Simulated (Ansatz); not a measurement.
System: NaF (wurtzite type before relaxing), space group P6_3/mmc (No. 194), 4 atoms in the cell, relaxed with r2SCAN; a = 3.868 Å, c = 4.551 Å (hexagonal axes). Starting point: PBE, Ansatz PAW set, no spin polarisation, no spin-orbit coupling, 6×6×4 k mesh, 420 eV cutoff, fixed occupations (Ansatz). Many-body step: G0W0 with empty bands 95, screening cutoff 80 eV and frequency treatment contour deformation.

In PBE the smallest gap over these k points is 5.69 eV, with direct gaps of 5.69 eV at Γ, 8.45 eV at A and 9.01 eV at M.

**What does G0W0 give?**

Over the k points that were corrected, the smallest gap goes from 5.69 eV in PBE (direct at Γ) to 9.63 eV in G0W0 (direct at Γ), a change of +3.94 eV (+69 %). Counted from the valence top, the lowest empty level moves by +3.94 eV at Γ, +4.15 eV at A and +4.06 eV at M; over the 21 points that were corrected the shifts run from +3.94 to +4.16 eV: a spread of 0.22 eV on a mean of 4.07 eV, so one scissor shift describes this level well. The top filled level also moves against the valence top, by −0.09 eV at A. The quasiparticle weight (renormalisation factor) lies between 0.80 and 0.90 for the top filled and first empty levels.

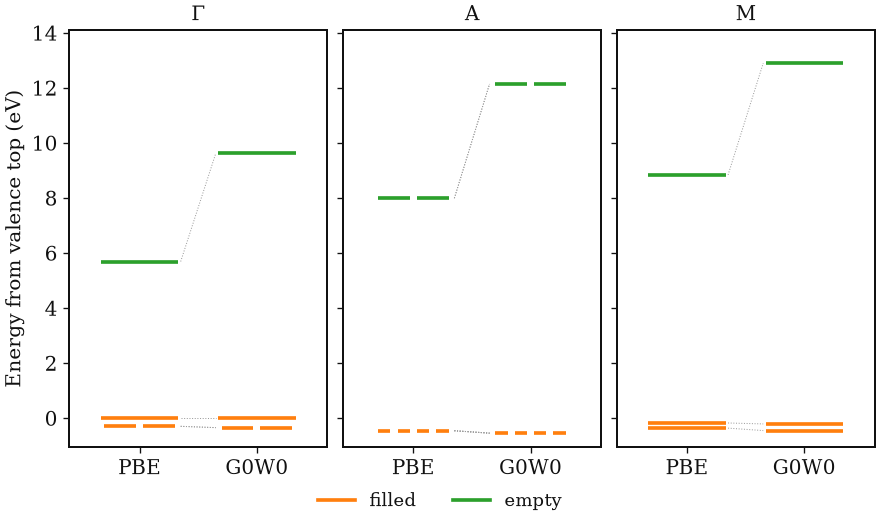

Levels at Γ, A and M in PBE and in G0W0, each set counted from its own valence top. Degenerate partners of corrected states are drawn at the same energy.

| k point | PBE direct gap (eV) | G0W0 direct gap (eV) |
| --- | --- | --- |
| Γ | 5.69 | 9.63 |
| A | 8.45 | 12.69 |
| M | 9.01 | 13.11 |

The usual form of NaF is rocksalt. Bands, cutoffs and mesh are finite, so these values aren't at the basis limit.
